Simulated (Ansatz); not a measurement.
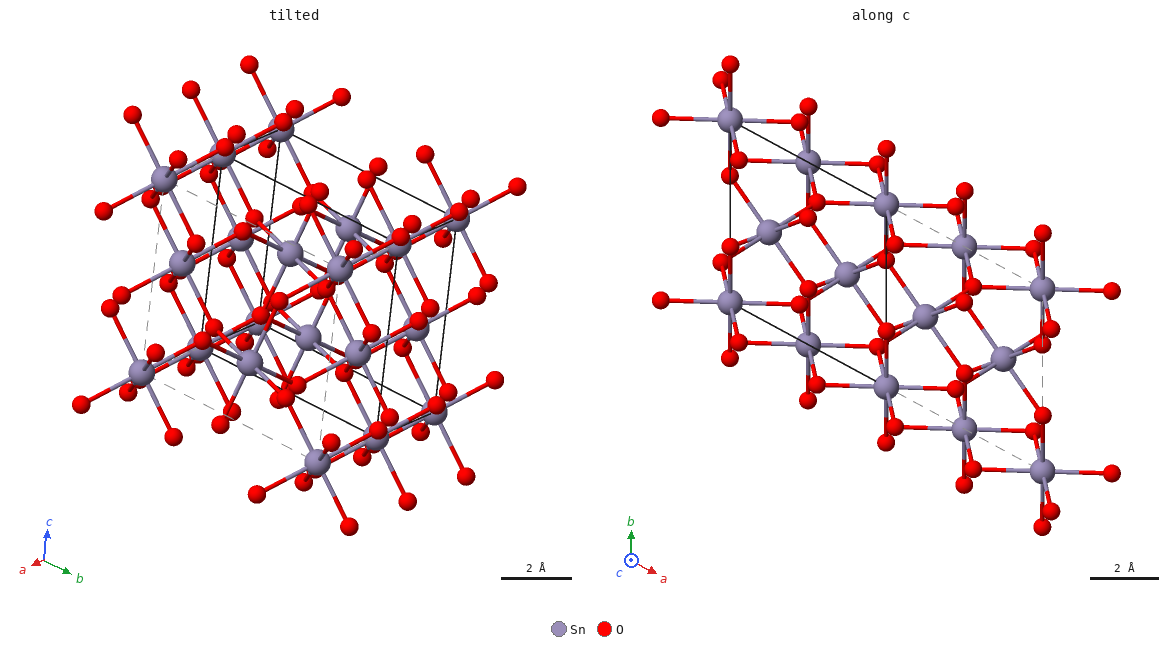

Structure drawing (ball-and-stick), viewed slightly off an axis and along the c axis. The drawing covers 2×1×1 cells, and the solid lines enclose one unit cell. A few atoms beyond the faces are included.

SnO₂, a = 5.69 Å, b = 5.69 Å, c = 5.76 Å, α = 108.26°, β = 112.38°, γ = 107.35°.

Setup: DFT LDA, scalar-relativistic, plane waves, PAW (Ansatz); E_cut = 420 eV, k-points about 0.23 Å⁻¹ apart, Gaussian smearing of 0.02 eV, no spin polarisation.

Question: Classify it as metallic or gapped, with the value.

Answer: A semiconductor at this level, with a gap of 1.04 eV on the k-mesh (the true edges may lie between mesh points, so the gap can be somewhat smaller).

The initial geometry was a structure listed in the Materials Project. It was relaxed with DFT LDA, scalar-relativistic, plane waves, PAW (Ansatz 0.2.0) under a constraint or pressure on the cell, so some stress remains.
